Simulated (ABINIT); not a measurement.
Run report: PbS, elastic calculation (part 3 of 3)

Continued. System: PbS (Fm-3m, 2 atoms in the cell). Method: Kohn-Sham DFT of a periodic cell, LDA, PseudoDojo NC SR LDA v0.4.1 standard, no spin polarisation (ABINIT 10.8.3); cutoff 761.92 eV, 4×4×4 k-mesh, fermi-dirac of 0.05 eV. The structure derives from an entry of the Crystallography Open Database. The settings are looser than a standard set-up, so the numbers are not reference values.

Geometry of the input (Å; fractional positions):
```
0.0000  2.9204  2.9204
2.9204  0.0000  2.9204
2.9204  2.9204  0.0000
Pb 0.0000  0.0000  0.0000
S  0.5000  0.5000  0.5000
```

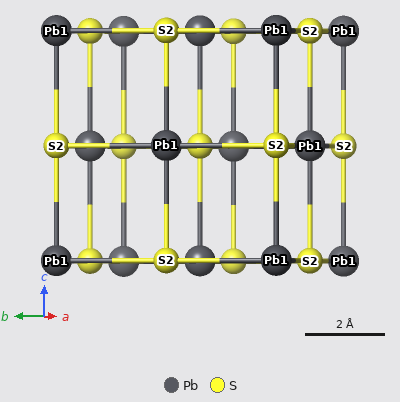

*The structure (ball-and-stick view of the cell 4 times as large as that of the calculation, set on its symmetry axes, seen at an oblique angle; atoms are numbered from 1 in the order of the input).*

The settings depart from the standard set-up of this series, which can bear on the numbers. Points of doubt noted for this run: k mesh coarse for metal response. Spin–orbit coupling is left out, which matters for Pb.
